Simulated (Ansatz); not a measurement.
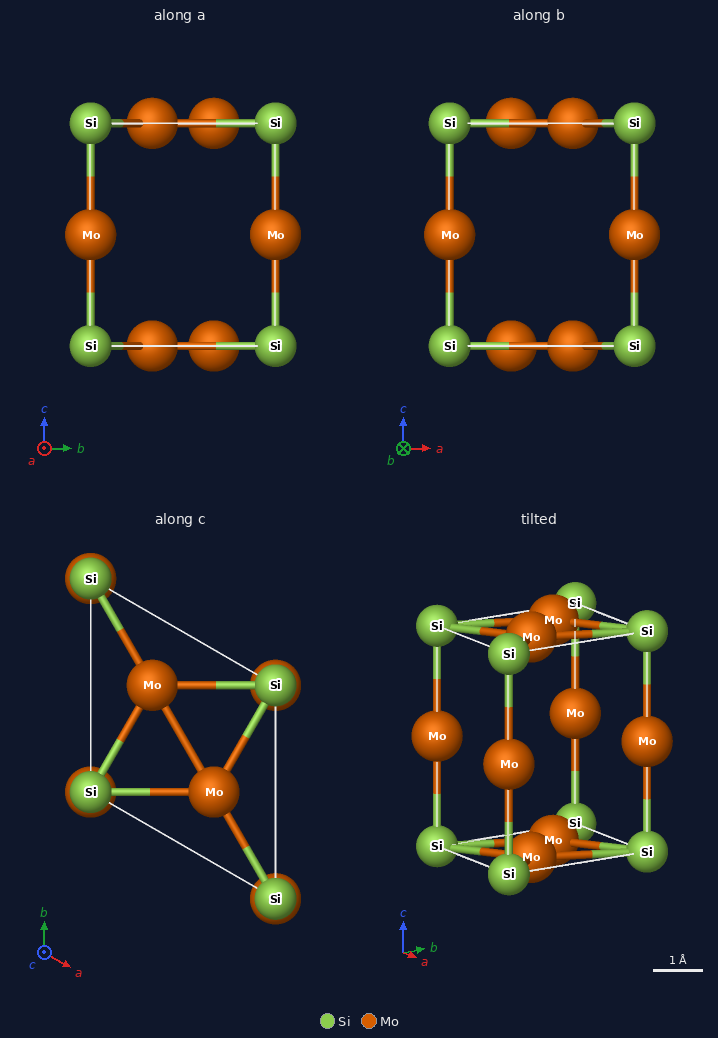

An orthographic ball-and-stick view of the structure, along the a axis, along the b axis, along the c axis and slightly off an axis. The frame is the conventional unit cell; atoms at its boundary are shown with their periodic copies.

Lattice parameters: a = 4.3841 Å, b = 4.3841 Å, c = 4.5712 Å, α = 90.000°, β = 90.000°, γ = 120.000°.

### Give the structure in the form of a CIF in P1 with every atom of the cell.

```cif
data_structure
_symmetry_space_group_name_H-M 'P 1'
_symmetry_Int_Tables_number 1
_cell_length_a 4.3841
_cell_length_b 4.3841
_cell_length_c 4.5712
_cell_angle_alpha 90.000
_cell_angle_beta 90.000
_cell_angle_gamma 120.000
_cell_volume 76.09
loop_
_atom_site_label
_atom_site_type_symbol
_atom_site_fract_x
_atom_site_fract_y
_atom_site_fract_z
_atom_site_occupancy
Si1 Si 0.0000 0.0000 0.0000 1
Mo1 Mo 0.0000 0.0000 0.5000 1
Mo2 Mo 0.3333 0.6667 0.0000 1
Mo3 Mo 0.6667 0.3333 0.0000 1
```

Origin of the cell: a structure type filled with these elements by a generator (whether the compound takes this form wasn't checked). What is shown is the relaxed result from Ansatz 0.2.0, DFT r2SCAN, scalar-relativistic, plane waves, PAW.
